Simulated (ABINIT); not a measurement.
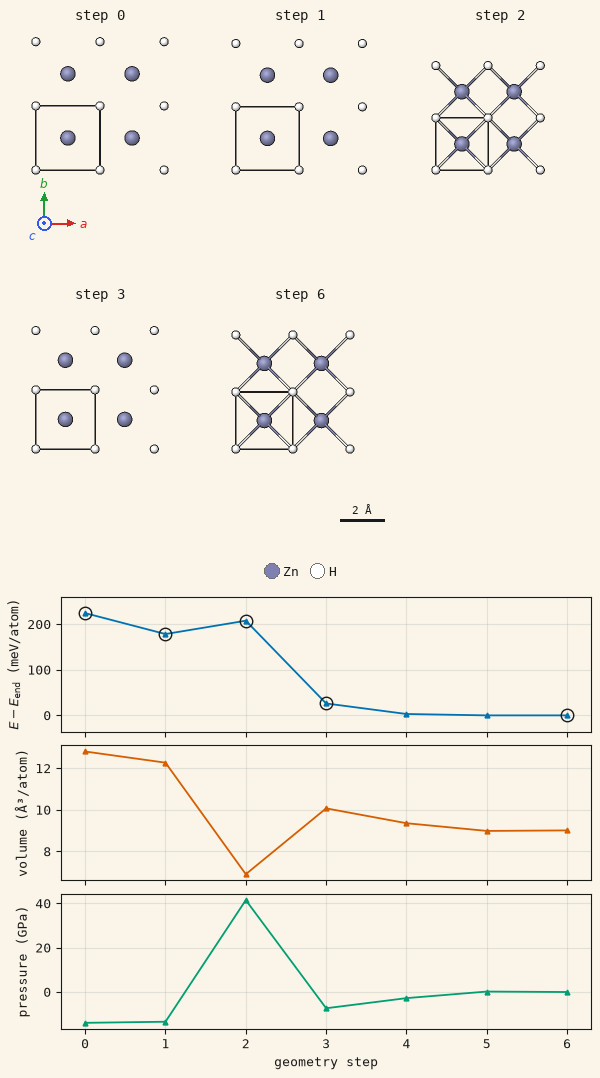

Frames of a relaxation of a crystal of ZnH (a generated structure, set up in Pm-3m), marked on the history of the run. The picture is a ball-and-stick view of the cell of the calculation, repeated 2 × 2 × 1 with one cell outlined, seen along the c axis.

The run lets cell and atoms move.

Computed with Kohn-Sham DFT of a periodic cell, LDA-Teter, JTH PAW LDA v2.0 (ABINIT).

Input file:
```
pp_dirpath "./"
pseudos "Zn.LDA_PW-JTH.xml, H.LDA_PW-JTH.xml"

acell 2.94801708 2.94801708 2.94801708 Angstrom
rprim
     1.0000000000     0.0000000000     0.0000000000
     0.0000000000     1.0000000000     0.0000000000
     0.0000000000     0.0000000000     1.0000000000
ntypat 2
znucl 30 1
natom 2
typat 1 2
chkprim 0
chksymtnons 0
tolsym 1.0e-6
xred
            1/2            1/2            1/2
            0.0            0.0            0.0

ecut 680.284656 eV
pawecutdg 47.0
ecutsm 0.5

kptopt 1
ngkpt 7 7 7
nshiftk 1
shiftk 0.0 0.0 0.0

ixc 1

nband 11
occopt 3
tsmear 0.05 eV

nstep 80
tolvrs 1.0e-10

iomode 3
prteig 0
prtebands 0
prtwf 0
prtden 0

ionmov 2
optcell 2
ntime 50
tolmxf 2.0e-5
dilatmx 1.08
```

Launched with:
```bash
abinit run.abi > log 2>&1
```

**Describe the path.**

Over 6 geometry steps the energy falls by 224 meV per atom. All forces vanish by symmetry, so only the cell relaxes. The pressure goes from −13.92 to 0.00 GPa. No atom moves by more than 0.005 Å relative to the cell. Cell: a = b = c 2.948 → 2.622 Å (−11.1 %). Volume −29.6 %. Some distances before and after: H–Zn 2.553 → 2.271 Å. The space group stays Pm-3m (No. 221). The run took 64 s on 1 thread of Intel(R) Xeon(R) 6975P-C (Granite Rapids) (shared host), peak memory 0.1 GiB. From step 0 to 1: volume −4.2 %, energy −45.9 meV per atom. From step 1 to 2: volume −43.7 %, energy +29.3 meV per atom. From step 2 to 3: volume +45.9 %, energy −182 meV per atom. From step 3 to 6: volume −10.5 %, energy −26.2 meV per atom.

Limits of the set-up: layers or molecules are held without a dispersion correction, so their spacing is unreliable.
